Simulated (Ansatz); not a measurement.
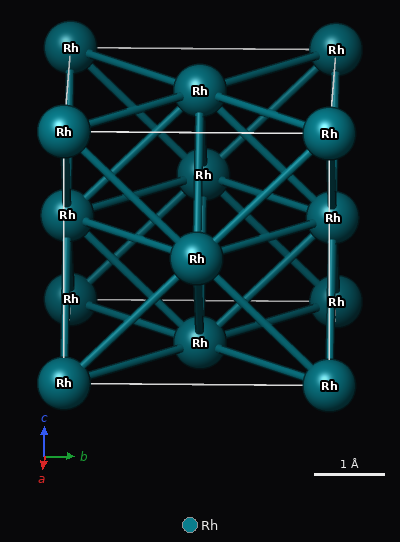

**Figure 1.** The structure as given in the input (ball-and-stick view of the cell 4 times as large as that of the calculation, set on its symmetry axes, seen at an oblique angle). An atom can appear more than once, as a periodic image.

Run report: Rh, geometry relaxation

Rh (Fm-3m, 1 atom in the cell), computed with DFT PBE+D3(BJ), scalar-relativistic, plane waves, PAW, no spin polarisation (Ansatz 0.2.0).

The structure derives from an entry of the Crystallography Open Database.

Output
```
Engine: ansatz 0.2.0, aarch64-unknown-linux-gnu
Pseudopotentials: kind: paw
Pseudopotential: Rh, paw, valence charge 17, recommended cutoff 420 eV (normal), Rh.paw.azcp
Functional definition: PBE
  parameter kappa = 0.804
  parameter beta = 0.06672455060314922
  exchange = pbe_x(kappa = kappa, mu = beta*pi^2/3)
  correlation = pbe_c(beta = beta)
Crystal: 1 atoms, lattice volume = 13.671 Å³
Basis set: ecut = 420 eV, 283 PW (Γ), exchange–correlation on 36×36×36 points (8 copies of the dense FFT grid, shifted against one another)
Bands: 13, of which v1, the nominal top of the filled ones, is band 9 counted from 1 (8 counted from 0)
Symmetry: 48 space group operations
Space group: Fm-3m (ITA 225), of the structure as read, at distance tolerance 2.4e-5 Å
k-points: 195 of 5832
Non-local potential: Rh, projectors of the file, l = 0: 3, l = 1: 2, l = 2: 2, l = 3: 1
PAW form: soft (Blöchl's): semilocal exchange-correlation on the pseudo side does not see the compensation charge
PAW one-centre angular grid: Rh, 590 points (default); XC on 64 Gauss nodes
Initial density: superposition of atomic densities (neutral atoms: chi_scale 0, normalization atom), corrected by the library's trained network
Initial wavefunctions: pseudopotential atomic-orbital guess
Functional: x = pbe(κ = 0.804, μ = 0.2195149727645171), c = pbe(β = 0.06672455060314922)
SCF iter   1: F=—  HF=-6403.534843 eV  |F-HF|=—  |Δ(HF+E_count)|=         —  Δρ=2.76e-3  dr2=2.64e-4  ethr=1.77e-3  ⟨swp⟩=5.0  Hψ=13991  notcnv=0
preconditioner: auto → none  [metal: Δε(μ)=0.008 eV  Ē_g=14.083 eV  σ=0.100 eV  W_gap=0.05  n_scr=0 (ndim 8)  ℏωp=30.1 eV  f_vac=0.000  D(μ)=1.37/eV (n_scr^D=14)]
SCF iter   2: F=—  HF=-6403.534993 eV  |F-HF|=—  |Δ(HF+E_count)|=   1.49e-4  Δρ=1.42e-3  dr2=5.37e-5  ethr=1.55e-6  ⟨swp⟩=2.8  Hψ=5799  notcnv=0
SCF iter   3: F=—  HF=-6403.535029 eV  |F-HF|=—  |Δ(HF+E_count)|=   3.67e-5  Δρ=6.55e-4  dr2=1.18e-5  ethr=3.16e-7  ⟨swp⟩=2.0  Hψ=3413  notcnv=0
SCF iter   4: F=—  HF=-6403.535043 eV  |F-HF|=—  |Δ(HF+E_count)|=   1.39e-5  Δρ=6.54e-5  dr2=2.00e-7  ethr=6.93e-8  ⟨swp⟩=2.3  Hψ=3615  notcnv=0
iter 5 did not close the SCF: its close was put off for the readings that it lacked (scf_convergence_deferred on its scf_iter line)
SCF iter   5: F=-6403.535043 eV  HF=-6403.535043 eV  |F-HF|=1.33e-9  |Δ(HF+E_count)|=   5.81e-8  Δρ=1.08e-5  dr2=4.04e-9  ethr=1.18e-9  ⟨swp⟩=2.6  Hψ=3613  notcnv=0
SCF iter   6: F=-6403.535043 eV  HF=-6403.535043 eV  |F-HF|=8.82e-11  |Δ(HF+E_count)|=  7.90e-10  Δρ=1.74e-6  dr2=1.75e-10  ethr=2.38e-11  ⟨swp⟩=5.0  Hψ=13411  notcnv=0
SCF 1 converged in 6 iterations: F = -6403.535043 eV  dr2 = 1.75e-10
  greatest PAW one-centre occupation: 1.000 electrons in one spin orbital (limit 2), on the Rh atom at site 0 (counted from 0), in its partial waves of l = 0
relax step   1: F+E_penalty+E_count = -6403.53504327 eV  Δ(F+E_penalty+E_count) = +0.000e0 eV  max|allowed force component| = 0.000e0 eV/Å  Δτ_max = 0.0000 Å  P = -0.517 GPa  Ω = 13.671 Å³  (6 SCF iters, dr2 threshold 1.00e-7 eV, accepted)
Crystal: 1 atoms, lattice volume = 13.626 Å³
Initial density: handed on by an earlier stage of this run
Initial wavefunctions: those handed on with the density
iter 1 solved again at ethr=6.30e-8 eV; its pass at ethr=3.10e-3 eV (dr2=1.07e-5 eV) is discarded
SCF iter   1: F=—  HF=-6403.535092 eV  |F-HF|=—  |Δ(HF+E_count)|=         —  Δρ=3.08e-4  dr2=1.13e-5  ethr=6.30e-8  ⟨swp⟩=2.0  Hψ=16400  notcnv=0
preconditioner: auto → none  [metal: Δε(μ)=0.010 eV  Ē_g=14.117 eV  σ=0.100 eV  W_gap=0.06  n_scr=0 (ndim 8)  ℏωp=30.2 eV  f_vac=0.000  D(μ)=1.36/eV (n_scr^D=14)]
SCF iter   2: F=—  HF=-6403.535091 eV  |F-HF|=—  |Δ(HF+E_count)|=   8.20e-7  Δρ=1.49e-4  dr2=1.24e-6  ethr=6.30e-8  ⟨swp⟩=2.2  Hψ=3594  notcnv=0
SCF iter   3: F=—  HF=-6403.535091 eV  |F-HF|=—  |Δ(HF+E_count)|=   1.95e-7  Δρ=6.35e-5  dr2=1.77e-7  ethr=7.27e-9  ⟨swp⟩=2.7  Hψ=3991  notcnv=0
SCF iter   4: F=-6403.535091 eV  HF=-6403.535091 eV  |F-HF|=1.24e-9  |Δ(HF+E_count)|=   5.66e-8  Δρ=6.69e-6  dr2=1.47e-9  ethr=5.88e-10  ⟨swp⟩=7.0  Hψ=12305  notcnv=0
SCF 2 converged in 4 iterations: F = -6403.535091 eV  dr2 = 1.47e-9
relax step   2: F+E_penalty+E_count = -6403.53509132 eV  Δ(F+E_penalty+E_count) = -4.805e-5 eV  max|allowed force component| = 0.000e0 eV/Å  Δτ_max = 0.0000 Å  P = +0.413 GPa  Ω = 13.626 Å³  energy of the carried Pulay correction = +3.291e-5 eV  (4 SCF iters, dr2 threshold 1.00e-7 eV, accepted)
Crystal: 1 atoms, lattice volume = 13.646 Å³
iter 1 solved again at ethr=1.18e-8 eV; its pass at ethr=3.10e-3 eV (dr2=2.01e-6 eV) is discarded
SCF iter   1: F=—  HF=-6403.535101 eV  |F-HF|=—  |Δ(HF+E_count)|=         —  Δρ=1.34e-4  dr2=2.17e-6  ethr=1.18e-8  ⟨swp⟩=2.0  Hψ=16390  notcnv=0
preconditioner: auto → none  [metal: Δε(μ)=0.010 eV  Ē_g=14.102 eV  σ=0.100 eV  W_gap=0.06  n_scr=0 (ndim 8)  ℏωp=30.2 eV  f_vac=0.000  D(μ)=1.36/eV (n_scr^D=14)]
SCF iter   2: F=—  HF=-6403.535102 eV  |F-HF|=—  |Δ(HF+E_count)|=   9.66e-7  Δρ=6.38e-5  dr2=2.34e-7  ethr=1.18e-8  ⟨swp⟩=2.3  Hψ=3697  notcnv=0
SCF iter   3: F=-6403.535102 eV  HF=-6403.535102 eV  |F-HF|=7.62e-9  |Δ(HF+E_count)|=   4.26e-8  Δρ=2.66e-5  dr2=3.11e-8  ethr=5.88e-10  ⟨swp⟩=7.6  Hψ=14698  notcnv=0
SCF 3 converged in 3 iterations: F = -6403.535102 eV  dr2 = 3.11e-8
relax step   3: F+E_penalty+E_count = -6403.53510238 eV  Δ(F+E_penalty+E_count) = -1.106e-5 eV  max|allowed force component| = 0.000e0 eV/Å  Δτ_max = 0.0000 Å  P = -0.002 GPa  Ω = 13.646 Å³  energy of the carried Pulay correction = +1.831e-5 eV  (3 SCF iters, dr2 threshold 1.00e-7 eV, accepted)
Initial wavefunctions: pseudopotential atomic-orbital guess (no wavefunctions were taken with the density)
iter 1 solved again at ethr=1.47e-8 eV; its pass at ethr=3.10e-3 eV (dr2=2.50e-6 eV) is discarded
SCF iter   1: F=—  HF=-6403.535084 eV  |F-HF|=—  |Δ(HF+E_count)|=         —  Δρ=2.64e-5  dr2=2.96e-8  ethr=1.47e-8  ⟨swp⟩=3.0  Hψ=21004  notcnv=0
SCF iter   2: F=—  HF=-6403.535085 eV  |F-HF|=—  |Δ(HF+E_count)|=   1.59e-6  Δρ=1.35e-5  dr2=6.62e-9  ethr=1.74e-10  ⟨swp⟩=1.6  Hψ=3248  notcnv=0
SCF iter   3: F=—  HF=-6403.535085 eV  |F-HF|=—  |Δ(HF+E_count)|=   4.46e-9  Δρ=3.84e-6  dr2=1.80e-9  ethr=3.89e-11  ⟨swp⟩=2.7  Hψ=4316  notcnv=0
SCF iter   4: F=-6403.535085 eV  HF=-6403.535085 eV  |F-HF|=5.46e-12  |Δ(HF+E_count)|=  5.48e-10  Δρ=3.42e-7  dr2=3.39e-12  ethr=1.00e-12  ⟨swp⟩=4.4  Hψ=11875  notcnv=0
SCF 4 converged in 4 iterations: F = -6403.535085 eV  dr2 = 3.39e-12
relax step   4: F+E_penalty+E_count = -6403.53508527 eV  Δ(F+E_penalty+E_count) = +1.710e-5 eV  max|allowed force component| = 0.000e0 eV/Å  Δτ_max = 0.0000 Å  P = -0.001 GPa  Ω = 13.646 Å³  stress off target by 1.22e-3 GPa  SCF on the basis re-selected at this cell (its energy is not comparable with the rows above)  (4 SCF iters)
```

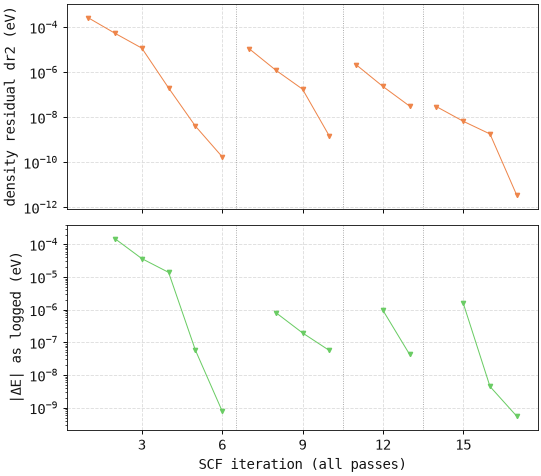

**Figure 2.** Convergence of the self-consistent field: density residual dr2 and size of the energy change against the SCF iteration. The dotted lines part the SCF passes of the relaxation: geometry steps, rejected trials and re-solves on a re-selected basis. The passes take 6, 4, 3 and 4 iterations.

```
basis re-selected at this cell: Δ(F+E_penalty+E_count) = +1.710e-5 eV, ΔP = +0.001 GPa vs the last step (what re-selecting the basis moved, of the pressure what is left beyond the Pulay correction that the steps carried, after the strain that the cell walked since its last selection, with what the two solves' SCF thresholds leave and, on support functions, any second-order correction that the steps lacked; it is no measure of the basis error at this ecutwfc). This SCF's stress stands 1.22e-3 GPa from its target on what of the cell is left free (relax.cell.stress_tol is 5.00e-2 GPa) and its largest allowed force component is 0.00e0 eV/Å (relax.f_tol is 5.00e-3 eV/Å): within both
SCF converged after 4 iterations
Free energy (F): -6403.535085 eV
Harris-Foulkes:  -6403.535085 eV  (|F-HF|=5.46e-12)
Internal energy: -6403.528282 eV  (E = F + TS)
E sigma→0 (E₀):  -6403.531684 eV
Entropy (-TS):   -0.006803 eV (-6.803 meV/atom)
Fermi energy:    22.614218 eV
--- Per-component energies (eV) ---
  E_band       = -82.065575
  E_kinetic    = 573.791899
  E_local      = -1554.049638  (includes V_loc(G=0)·N_el)
  E_nonlocal   = 354.486650
  E_hartree    = 546.830522
  E_xc         = -222.164090
  E_vxc        = -278.934981  (∫ρ·V_xc dr)
  E_paw        = -3586.872916  (= ΣΔE_a)
  E_vpaw       = -271.021408  (= ΣTr[D̂ρ^β])
  E_aug_tail   = 0.000837  (compensation charges beyond the density's cutoff)
  E_ewald      = -2514.898998
  E_disp       = -0.652547  (pairwise vdW)
  E_smearing   = -0.006803  (= −TS)
  E_closure    = -0.000000  (closes the sum)
  Σ components = -6403.535085   (vs F -6403.535085, Δ=0.00e0)
--- Forces (eV/Å), atoms counted from 1 ---
  atom   1  Rh    -0.00000000     0.00000000     0.00000000
  max |Σ_I F_I| component: 5.34e-32 eV/Å
--- Stress (GPa, compression-positive) ---
       -0.001222      -0.000000      -0.000000
       -0.000000      -0.001222      -0.000000
       -0.000000      -0.000000      -0.001222
  P = ⅓ Tr σ = -0.0012 GPa (-0.012 kbar)
--- Band table (eV; the first three rows and the last of 195) ---
  k-point 0: bands = ["-56.2999", "-23.7579", "-23.7579", "-23.7579", "14.5896", "19.4888", "19.4888", "19.4888", "21.5993", "21.5993", "38.4027", "43.7757", "43.7757"]
  k-point 1: bands = ["-56.2964", "-23.7814", "-23.7611", "-23.7611", "14.7152", "19.4328", "19.5384", "19.5384", "21.5714", "21.5714", "38.5838", "43.1208", "43.9595"]
  k-point 2: bands = ["-56.2863", "-23.8487", "-23.7702", "-23.7702", "15.0753", "19.2928", "19.6680", "19.6680", "21.5115", "21.5115", "39.0700", "41.7300", "44.4893"]
  k-point 194: bands = ["-56.1444", "-24.2905", "-24.2154", "-24.0419", "17.4697", "18.3182", "19.2494", "21.4552", "23.6105", "31.5196", "33.0085", "33.9348", "35.3379"]
--- Relaxed structure (3 steps of the walk, 3 accepted, 1 SCFs on fresh bases) ---
  F+E_penalty+E_count = -6403.53508527 eV   max|allowed force component| = 0.000e0 eV/Å   (the final SCF, on the basis selected at the relaxed cell)
  cell:  # Å, volume = 13.6463 Å³
    - [-4.458450528783642e-34, 1.8966857389288876, 1.8966857389288876]
    - [1.8966857389288876, 8.27997955345533e-35, 1.8966857389288876]
    - [1.8966857389288876, 1.8966857389288876, -1.2101508578127028e-34]
  atoms:
    - { symbol: Rh, position: [0.0, 0.0, 0.0] }
```

Trajectory as extended XYZ (Å, eV, eV/Å), 4 frames, from step=1 to step=4
```
1
Lattice="0.0000 1.8979 1.8979 1.8979 0.0000 1.8979 1.8979 1.8979 0.0000" Properties=species:S:1:pos:R:3:forces:R:3 step=1 energy=-6403.53504 pressure_GPa=-0.52
Rh    0.0000    0.0000    0.0000    0.0000   0.0000   0.0000
1
Lattice="0.0000 1.8958 1.8958 1.8958 0.0000 1.8958 1.8958 1.8958 0.0000" Properties=species:S:1:pos:R:3:forces:R:3 step=2 energy=-6403.53509 pressure_GPa=0.41
Rh    0.0000    0.0000    0.0000    0.0000   0.0000   0.0000
1
Lattice="0.0000 1.8967 1.8967 1.8967 0.0000 1.8967 1.8967 1.8967 0.0000" Properties=species:S:1:pos:R:3:forces:R:3 step=3 energy=-6403.53510 pressure_GPa=-0.00
Rh    0.0000    0.0000    0.0000    0.0000   0.0000   0.0000
1
Lattice="0.0000 1.8967 1.8967 1.8967 0.0000 1.8967 1.8967 1.8967 0.0000" Properties=species:S:1:pos:R:3:forces:R:3 step=4 energy=-6403.53509 pressure_GPa=-0.00
Rh    0.0000    0.0000    0.0000    0.0000   0.0000   0.0000
```

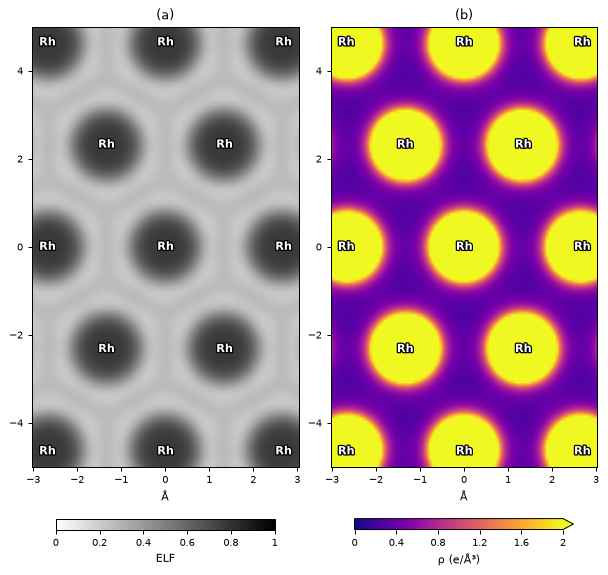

**Figure 3.** (a) ELF; (b) valence pseudo-density on the (111) plane of the conventional cell. Rh–Rh (2.68 Å): the density is about 0.38 e/Å³ at the midpoint; the ELF is about 0.25 at the midpoint (no localised pair between them). Away from the nuclei the density in this plane falls to 0.28 e/Å³ at its lowest. The strong features right at Rh lie inside the PAW spheres (semicore, d or f shells) and say nothing about bonding. Core electrons are frozen (PAW), so the fields are smoothed inside the atomic spheres.

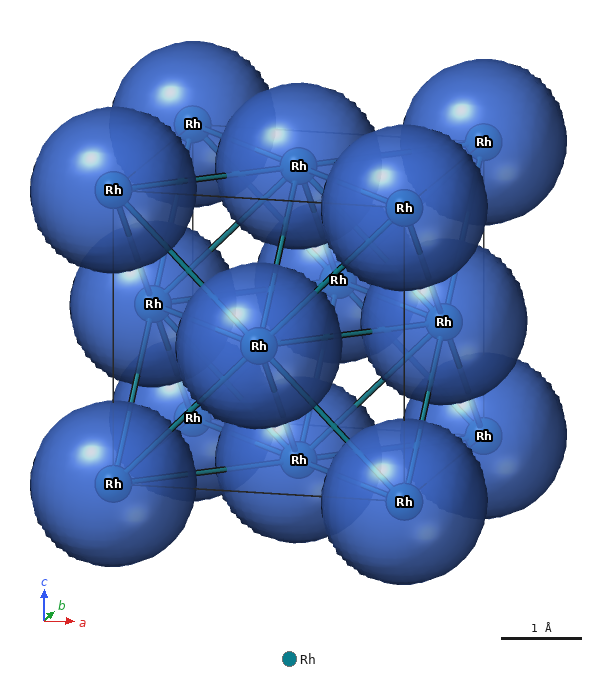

**Figure 4.** Isosurface of the valence pseudo-density at 0.6 e/Å³ (blue), seen slightly off an axis. Sticks mark near contacts. The outline is the cell set on symmetry axes. At this value the density breaks into separate islands; it holds about 80 % of the electrons treated as valence (semicore included). It is pinched off along the Rh–Rh (2.68 Å) contacts. On the grid the lowest density along these lines, outside the cores, is 0.37 e/Å³ (Rh–Rh, 2.68 Å).

This output came from the following input.

The input
```yaml
crystal:
  lattice:
    - [0.0, 1.89785, 1.89785]
    - [1.89785, 0.0, 1.89785]
    - [1.89785, 1.89785, 0.0]
  atoms:
    - { symbol: Rh, position: [0.0, 0.0, 0.0] }
basis:
  ecutwfc: 420
kpoints:
  mp_grid: { grid: [18, 18, 18] }
hamiltonian:
  xc: pbe
  dispersion: d3bj
scf:
  occupations: { method: gaussian, width: 0.1 }
output:
  forces: true
  stress: true
  eigenvalues: true
  write_density: true
  write_potential: true
  elf: true
  volumetric_format: npy
relax:
  adjacent_minimum: "off"
  f_tol: 0.005
  max_steps: 80
  cell: { stress_tol: 0.05 }
```

Command:
```bash
ansatz run input.yaml --threads 4 --pin off --max-ram 10240MiB --backend cpu --events-out ev --progress --plain --runs-dir out
```

Key numbers

| quantity | value |
| --- | --- |
| outcome | converged |
| space group (tolerance 0.01 Å) | Fm-3m (225) |
| electrons treated | 17 |
| free energy | −6403.5351 eV |
| Fermi energy | 22.614 eV |
| gap on the k-point mesh | none (metallic) |
| pressure | 0.00 GPa |
| final volume | 13.65 Å³ |
| largest force (length of the vector) at the end | under 0.001 eV/Å |
| final cell | a = 2.682 Å, b = 2.682 Å, c = 2.682 Å, α = 60.00°, β = 60.00°, γ = 60.00° |
| hardware | 4 threads of Arm Neoverse N1, 54 GiB of memory available, shared host |
| wall time | 4.4 s (CPU time 15 s) |
| peak memory | 0.32 GiB |
